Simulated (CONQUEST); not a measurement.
# CdSe: 7 runs along one coordinate

System: CdSe (F-43m, 4 atoms in the cell).
Method: Kohn-Sham DFT of a periodic cell, PBE, PseudoDojo NC PBE, no spin polarisation (CONQUEST 1.3).

The 7 runs differ only in the geometry, by an even scaling of the cell at fixed fractional positions. The structure derives from a Materials Project entry.

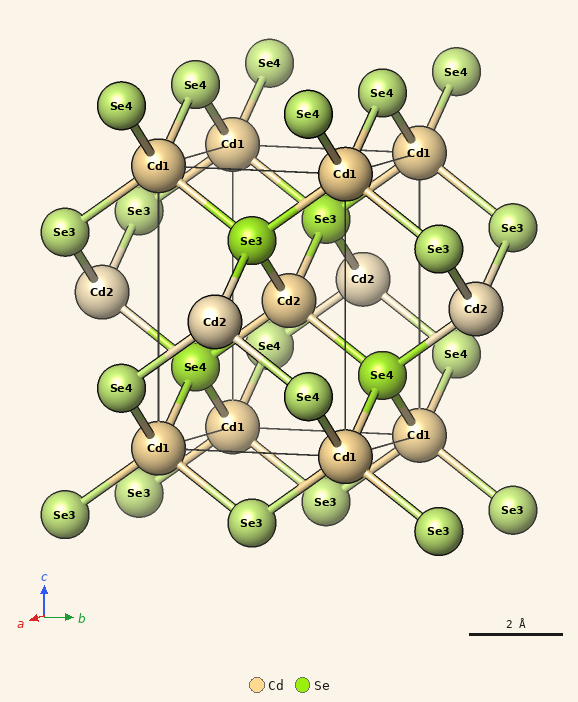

Figure 1. The structure of run 4 (ball-and-stick view of the cell of the calculation, seen slightly off an axis; neighbours outside the cell are drawn fainter; atoms are numbered from 1 in the order of the input).

**Input of run 4**
```
IO.Title CdSe
IO.Coordinates coords.dat
IO.FractionalAtomicCoords T
IO.Iprint 2
IO.Iprint_init 1
General.NumberOfSpecies 2
General.PseudopotentialType hamann
AtomMove.TypeOfRun static
AtomMove.FullStress T
Grid.PointsAlongX 48
Grid.PointsAlongY 48
Grid.PointsAlongZ 60
DM.SolutionMethod diagon
Diag.MPMesh T
Diag.GammaCentred T
Diag.MPMeshX 6
Diag.MPMeshY 6
Diag.MPMeshZ 5
Diag.kT 0.00183747
minE.SCTolerance 1e-6
SC.MaxIters 100
IO.AtomChargeOutput T
%block ChemicalSpeciesLabel
1 112.410 Cd
2 78.960 Se
%endblock
```

Command:
```bash
Conquest
```

Lattice vectors (Å) and fractional positions of run 4:
```
   4.342019    0.000000    0.000000
   0.000000    4.342019    0.000000
   0.000000    0.000000    6.140542
Cd  0.000000  0.000000  0.000000
Cd  0.500000  0.500000  0.500000
Se  0.000000  0.500000  0.750000
Se  0.500000  0.000000  0.250000
```

Run 2 has the same physical settings and fractional positions; its lattice vectors (Å) are:
```
   4.283336    0.000000    0.000000
   0.000000    4.283336    0.000000
   0.000000    0.000000    6.057552
```

**Results, with one run withheld**

| run | volume per atom (Å³) | free energy per atom, from the lowest run given (meV) | pressure (GPa) | gap on the mesh (eV) |
| --- | --- | --- | --- | --- |
| 1 | 27.206 | 49.22 | 5.88 | 0.87 |
| 2 | 27.784 | ? | ? | ? |
| 3 | 28.363 | 16.85 | 3.18 | 0.76 |
| 4 | 28.942 | 7.37 | 2.06 | 0.71 |
| 5 | 29.521 | 2.01 | 0.98 | 0.66 |
| 6 | 30.100 | 0.00 | 0.12 | 0.62 |
| 7 | 30.679 | 1.09 | −0.72 | 0.57 |

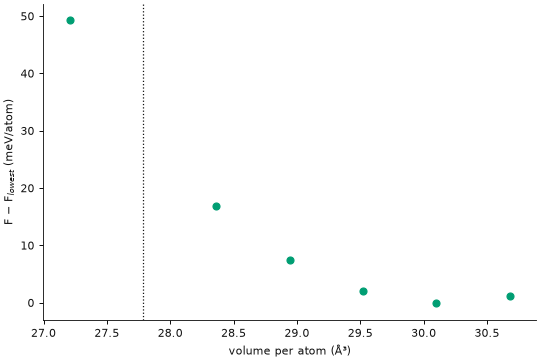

Figure 2. Free energy per atom of the runs given; the dotted line marks run 2.

Fit the runs given and predict run 2.

A cubic polynomial in V^(−2/3) (the Birch–Murnaghan form), fitted to the 6 runs given, misses them by at most 0.07 meV per atom. With x = V^(−2/3) − 0.10571 Å⁻², it reads F = 5.6302 + 4507.9 x + 9.0828e+05 x² + 4.4566e+06 x³ (meV per atom). At run 2 it gives 30.57 meV per atom, and the run itself gives 30.67. The slope of the fit gives a pressure −dF/dV of 4.46 GPa there, and the run prints 4.43 GPa. The fit has its minimum at 30.172 Å³ per atom, where V d²F/dV² gives 43.9 GPa: the bulk modulus at this level, since symmetry fixes the shape and the positions. The gap on the mesh goes, without turning, from 0.87 eV in run 1 to 0.57 eV in run 7; run 2 has 0.82 eV. These are gaps of this functional on this mesh, which can miss the band edges; they aren't the measured gap.

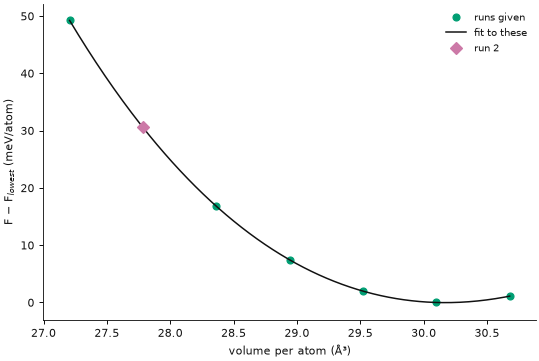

Figure 3. The fit and the withheld run.

**Some lines of the output (run 2)**
```
[...]
          DFT Total Energy                 :      -593.151012874602429 Ha
          Free Energy (E-TS)               :      -593.184303257883357 Ha
          DFT Total Energy                 :      -593.182047818089131 Ha
          Free Energy (E-TS)               :      -593.183192159604232 Ha
          DFT Total Energy                 :      -593.183029555100575 Ha
          Free Energy (E-TS)               :      -593.183055883200609 Ha
          DFT Total Energy                 :      -593.183054482071384 Ha
          Free Energy (E-TS)               :      -593.183054854787997 Ha
          DFT Total Energy                 :      -593.183054636666498 Ha
          Free Energy (E-TS)               :      -593.183054822988197 Ha
          DFT Total Energy                 :      -593.183054638420913 Ha
      | Free Energy as E-TS      =      -593.183054822988197 Ha
      |* DFT total energy        =      -593.183054638420913 Ha
    force: Average pressure:      4.43289739 GPa
```

Notes: With a small basis of atomic orbitals these values can differ much from converged plane-wave results.
